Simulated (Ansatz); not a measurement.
# Run report: Cu, geometry relaxation

System: Cu (4 atoms in the cell).
Method: DFT r2SCAN, scalar-relativistic, plane waves, PAW (Ansatz 0.2.0).

The structure derives from a Materials Project entry. The run did not end well. It belongs to a series of runs on one base structure; here: uniaxial strain along c, a, b and atoms relaxed: +1.5 %.

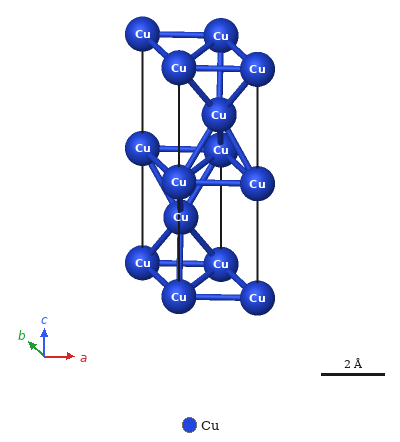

**Figure 1.** The structure as given in the input (ball-and-stick view of the cell of the calculation, seen at an oblique angle). An atom can appear more than once, as a periodic image. Near neighbours in the periodic cell (some may lie outside the picture): Cu has 12 Cu at 2.52 to 2.55 Å.

The input
```yaml
crystal:
  lattice:
    - [2.5198544843, 0.0, 0.0]
    - [-1.2599272421, 2.1822579972, 0.0]
    - [0.0, 0.0, 8.3878989518]
  atoms:
    - { symbol: Cu, position: [0.0, 0.0, 0.0] }
    - { symbol: Cu, position: [0.3333333333, 0.6666666667, 0.25] }
    - { symbol: Cu, position: [0.0, 0.0, 0.5] }
    - { symbol: Cu, position: [0.6666666667, 0.3333333333, 0.75] }
basis:
  ecutwfc: 500
kpoints:
  mp_grid: { grid: [24, 24, 6] }
hamiltonian:
  xc: r2scan
scf:
  occupations: { method: gaussian, width: 0.1 }
output:
  forces: true
  stress: true
  eigenvalues: true
relax:
  adjacent_minimum: "off"
  f_tol: 0.008
  max_steps: 40
  cell: { stress_tol: 0.015, fix: [c, angles] }
```

Run on 1 thread of Intel Xeon @ 2.50GHz (Skylake/Cascade Lake), 189 GiB of memory available, shared host.

Launched with:
```bash
ansatz run input.yaml --threads 1 --pin off --max-ram 2560MiB --backend cpu --events-out ev --progress --plain --runs-dir out
```

Log
```
Warning: crystal.symmetry: narrowed to the stabiliser of the fixed cell quantities (relax.cell.fix) — unitary ops 24 → 8. The narrowing is safe, since a smaller group never makes results wrong: the run goes on under it, on as many k-points as the starting group would need, or more. Excluded: 16 operations that would move a fixed cell quantity at a test strain (relax.cell.fix fixes c, alpha, beta, gamma). The cell can leave their symmetry as it relaxes.
Engine: ansatz 0.2.0, x86_64-unknown-linux-gnu
Pseudopotentials: kind: paw
Pseudopotential: Cu, paw, valence charge 19, recommended cutoff 500 eV (meta_gga), Cu.paw.azcp
Functional definition: r2SCAN
  parameter k0 = 0.174
  parameter k1 = 0.065
  parameter a1 = 4.9479
  exchange = r2scan_x(k0 = k0, k1 = k1, a1 = a1)
  correlation = r2scan_c
Crystal: 4 atoms, lattice volume = 46.125 Å³
Basis set: ecut = 500 eV, 1177 PW (Γ), exchange–correlation on 80×80×256 points (64 copies of the dense FFT grid, shifted against one another)
Bands: 46, of which v1, the nominal top of the filled ones, is band 38 counted from 1 (37 counted from 0)
Symmetry: 8 space group operations
k-points: 628 of 3456
Non-local potential: Cu, projectors of the file, l = 0: 3, l = 1: 2, l = 2: 3, l = 3: 1
PAW form: soft (Blöchl's): semilocal exchange-correlation on the pseudo side does not see the compensation charge
PAW frozen core: Cu, regenerated for the run's functional (the file was generated under x = pbe(κ = 0.804, μ = 0.2195149727645171), c = pbe(β = 0.06672455060314922))
PAW one-centre angular grid: Cu, 590 points (default); XC on 160 Gauss nodes
Initial density: superposition of atomic densities (neutral atoms: chi_scale 0, normalization atom), corrected by the library's trained network
Initial wavefunctions: pseudopotential atomic-orbital guess
Functional: x = r2scan, c = r2scan; τ floored in thin density (d = 2e-4 eV/Å³)
SCF iter   1: F=—  HF=-26525.005606 eV  |F-HF|=—  |Δ(HF+E_count)|=         —  Δρ=4.04e-2  dr2=4.11e-1  dr2_τ=3.03e-3  ethr=1.77e-3  ⟨swp⟩=5.0  Hψ=91297  notcnv=0  defer=293
preconditioner: auto → Kerker (q_TF=auto, 2.965 Å⁻¹)  [metal: Δε(μ)=0.027 eV  Ē_g=11.661 eV  σ=0.100 eV  W_gap=0.15  n_scr=12 (ndim 8)  ℏωp=36.3 eV  f_vac=0.000  D(μ)=0.78/eV (n_scr^D=4)]
SCF iter   2: F=—  HF=-26524.960631 eV  |F-HF|=—  |Δ(HF+E_count)|=   4.50e-2  Δρ=1.09e-2  dr2=1.90e-2  dr2_τ=4.83e-3  ethr=5.41e-4  ⟨swp⟩=2.0  Hψ=50284  notcnv=0  defer=1651
SCF iter   3: F=—  HF=-26524.937648 eV  |F-HF|=—  |Δ(HF+E_count)|=   2.30e-2  Δρ=9.52e-3  dr2=2.79e-2  dr2_τ=1.73e-4  ethr=2.49e-5  ⟨swp⟩=2.0  Hψ=54473  notcnv=0  defer=1651
SCF iter   4: F=—  HF=-26524.930710 eV  |F-HF|=—  |Δ(HF+E_count)|=   6.94e-3  Δρ=1.72e-3  dr2=1.11e-3  dr2_τ=5.73e-5  ethr=2.49e-5  ⟨swp⟩=1.5  Hψ=33935  notcnv=0  defer=1651
SCF iter   5: F=—  HF=-26524.931630 eV  |F-HF|=—  |Δ(HF+E_count)|=   9.20e-4  Δρ=2.77e-3  dr2=2.30e-3  dr2_τ=1.40e-5  ethr=1.46e-6  ⟨swp⟩=2.0  Hψ=51455  notcnv=0  defer=1651
SCF iter   6: F=—  HF=-26524.931279 eV  |F-HF|=—  |Δ(HF+E_count)|=   3.51e-4  Δρ=6.41e-4  dr2=1.43e-4  dr2_τ=1.41e-6  ethr=1.46e-6  ⟨swp⟩=2.0  Hψ=40149  notcnv=0  defer=1651
SCF iter   7: F=—  HF=-26524.931264 eV  |F-HF|=—  |Δ(HF+E_count)|=   1.54e-5  Δρ=1.30e-4  dr2=6.82e-6  dr2_τ=3.55e-8  ethr=1.89e-7  ⟨swp⟩=2.0  Hψ=37255  notcnv=0  defer=1647
SCF iter   8: F=—  HF=-26524.931261 eV  |F-HF|=—  |Δ(HF+E_count)|=   2.76e-6  Δρ=1.94e-5  dr2=1.61e-7  dr2_τ=1.93e-9  ethr=8.97e-9  ⟨swp⟩=2.1  Hψ=39499  notcnv=0  defer=1647
SCF iter   9: F=-26524.931261 eV  HF=-26524.931261 eV  |F-HF|=1.41e-9  |Δ(HF+E_count)|=   1.25e-7  Δρ=6.57e-6  dr2=1.29e-8  dr2_τ=9.93e-11  ethr=1.32e-10  ⟨swp⟩=8.1  Hψ=123075  notcnv=0
SCF 1 converged in 9 iterations: F = -26524.931261 eV  dr2 = 1.29e-8
  greatest PAW one-centre occupation: 1.000 electrons in one spin orbital (limit 2), on the Cu atom at site 2 (counted from 0), in its partial waves of l = 0
relax step   1: F+E_penalty+E_count = -26524.93126129 eV  Δ(F+E_penalty+E_count) = +0.000e0 eV  max|allowed force component| = 1.462e-8 eV/Å  Δτ_max = 0.0000 Å  P = -1.133 GPa  Ω = 46.125 Å³  fix = [c, alpha, beta, gamma]  reactions: c -3.344 GPa; gamma +0.000 GPa/rad  (9 SCF iters, dr2 threshold 1.00e-7 eV, accepted)
Crystal: 4 atoms, lattice volume = 46.122 Å³
Initial density: handed on by an earlier stage of this run
Initial wavefunctions: those handed on with the density
iter 1 solved again at ethr=5.42e-10 eV; its pass at ethr=3.10e-3 eV (dr2=4.12e-7 eV) is discarded
SCF iter   1: F=—  HF=-26524.931263 eV  |F-HF|=—  |Δ(HF+E_count)|=         —  Δρ=3.64e-5  dr2=3.81e-7  dr2_τ=2.22e-7  ethr=5.42e-10  ⟨swp⟩=2.7  Hψ=112364  notcnv=0
preconditioner: auto → Kerker (q_TF=auto, 2.965 Å⁻¹)  [metal: Δε(μ)=0.016 eV  Ē_g=11.492 eV  σ=0.100 eV  W_gap=0.09  n_scr=12 (ndim 8)  ℏωp=36.3 eV  f_vac=0.000  D(μ)=0.91/eV (n_scr^D=4)]
SCF iter   2: F=—  HF=-26524.931263 eV  |F-HF|=—  |Δ(HF+E_count)|=   3.00e-7  Δρ=2.06e-5  dr2=7.42e-8  dr2_τ=4.12e-9  ethr=5.02e-10  ⟨swp⟩=2.0  Hψ=42686  notcnv=0
SCF iter   3: F=—  HF=-26524.931263 eV  |F-HF|=—  |Δ(HF+E_count)|=   3.56e-8  Δρ=4.86e-6  dr2=8.58e-9  dr2_τ=1.15e-10  ethr=9.76e-11  ⟨swp⟩=2.2  Hψ=44593  notcnv=0
SCF iter   4: F=—  HF=-26524.931263 eV  |F-HF|=—  |Δ(HF+E_count)|=   1.23e-9  Δρ=2.29e-6  dr2=1.84e-9  dr2_τ=3.89e-11  ethr=2.39e-12  ⟨swp⟩=4.0  Hψ=98108  notcnv=0
SCF iter   5: F=—  HF=-26524.931263 eV  |F-HF|=—  |Δ(HF+E_count)|=   2.44e-9  Δρ=4.07e-6  dr2=4.33e-9  dr2_τ=2.73e-11  ethr=2.39e-12  ⟨swp⟩=4.0  Hψ=93220  notcnv=0  recentre
SCF iter   6: F=-26524.931263 eV  HF=-26524.931263 eV  |F-HF|=1.10e-9  |Δ(HF+E_count)|=  4.26e-10  Δρ=2.35e-6  dr2=1.30e-9  dr2_τ=5.98e-12  ethr=2.39e-12  ⟨swp⟩=2.3  Hψ=97737  notcnv=0
SCF 2 converged in 6 iterations: F = -26524.931263 eV  dr2 = 1.30e-9
relax step   2: F+E_penalty+E_count = -26524.93126323 eV  Δ(F+E_penalty+E_count) = -1.938e-6 eV  max|allowed force component| = 1.947e-9 eV/Å  Δτ_max = 0.0000 Å  P = -1.122 GPa  Ω = 46.122 Å³  energy of the carried Pulay correction = +1.555e-6 eV  fix = [c, alpha, beta, gamma]  reactions: c -3.338 GPa; gamma +0.000 GPa/rad  (6 SCF iters, dr2 threshold 1.82e-9 eV, accepted)
Initial wavefunctions: pseudopotential atomic-orbital guess (no wavefunctions were taken with the density)
iter 1 solved again at ethr=1.12e-9 eV; its pass at ethr=3.10e-3 eV (dr2=8.55e-7 eV) is discarded
SCF iter   1: F=—  HF=-26524.931261 eV  |F-HF|=—  |Δ(HF+E_count)|=         —  Δρ=2.47e-6  dr2=1.42e-9  dr2_τ=1.67e-11  ethr=1.12e-9  ⟨swp⟩=4.0  Hψ=183278  notcnv=0
preconditioner: auto → Kerker (q_TF=auto, 2.965 Å⁻¹)  [metal: Δε(μ)=0.016 eV  Ē_g=11.493 eV  σ=0.100 eV  W_gap=0.09  n_scr=12 (ndim 8)  ℏωp=36.3 eV  f_vac=0.000  D(μ)=0.91/eV (n_scr^D=4)]
SCF iter   2: F=—  HF=-26524.931261 eV  |F-HF|=—  |Δ(HF+E_count)|=   1.17e-7  Δρ=1.30e-6  dr2=3.90e-10  dr2_τ=1.86e-11  ethr=1.87e-12  ⟨swp⟩=2.0  Hψ=52833  notcnv=0
SCF iter   3: F=—  HF=-26524.931261 eV  |F-HF|=—  |Δ(HF+E_count)|=  1.75e-10  Δρ=2.95e-7  dr2=2.75e-11  dr2_τ=4.09e-13  ethr=1.00e-12  ⟨swp⟩=2.0  Hψ=41690  notcnv=0
SCF iter   4: F=—  HF=-26524.931261 eV  |F-HF|=—  |Δ(HF+E_count)|=  7.28e-12  Δρ=3.41e-7  dr2=3.02e-11  dr2_τ=2.94e-13  ethr=1.00e-12  ⟨swp⟩=1.0  Hψ=28888  notcnv=0
```

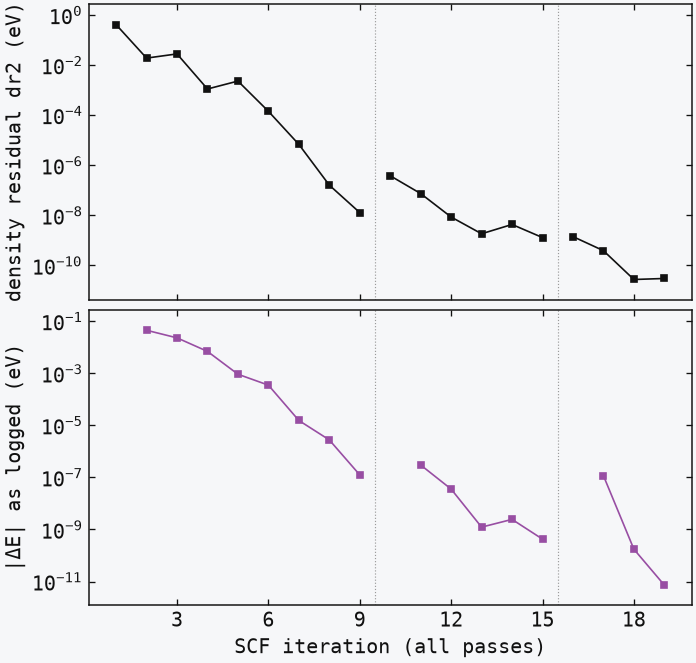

**Figure 2.** Convergence of the self-consistent field: density residual dr2 and size of the energy change against the SCF iteration. Dotted lines part the SCF passes that the log prints in full.

Trajectory as extended XYZ (Å, eV, eV/Å), 2 frames, from step=1 to step=2
```
4
Lattice="2.5199 0.0000 0.0000 -1.2599 2.1823 0.0000 0.0000 0.0000 8.3879" Properties=species:S:1:pos:R:3:forces:R:3 step=1 energy=-26524.93126 pressure_GPa=-1.13
Cu    0.0000    0.0000    0.0000    0.0000   0.0000   0.0000
Cu    0.0000    1.4548    2.0970    0.0000   0.0000   0.0000
Cu    0.0000    0.0000    4.1939    0.0000   0.0000   0.0000
Cu    1.2599    0.7274    6.2909    0.0000   0.0000   0.0000
4
Lattice="2.5198 0.0000 0.0000 -1.2599 2.1822 0.0000 0.0000 0.0000 8.3879" Properties=species:S:1:pos:R:3:forces:R:3 step=2 energy=-26524.93126 pressure_GPa=-1.12
Cu    0.0000    0.0000    0.0000    0.0000   0.0000   0.0000
Cu    0.0000    1.4548    2.0970    0.0000   0.0000   0.0000
Cu    0.0000    0.0000    4.1939    0.0000   0.0000   0.0000
Cu    1.2599    0.7274    6.2909    0.0000   0.0000   0.0000
```

Outcome

| quantity | value |
| --- | --- |
| outcome | stopped at the time limit |
| space group (tolerance 0.01 Å) | P6₃/mmc (194) |
| final cell | a = 2.520 Å, b = 2.520 Å, c = 8.388 Å, α = 90.00°, β = 90.00°, γ = 120.00° |
| wall time | 11 min |
| peak memory | 1.4 GiB |

What went wrong

The run was cut off by its time limit, so the output is incomplete.
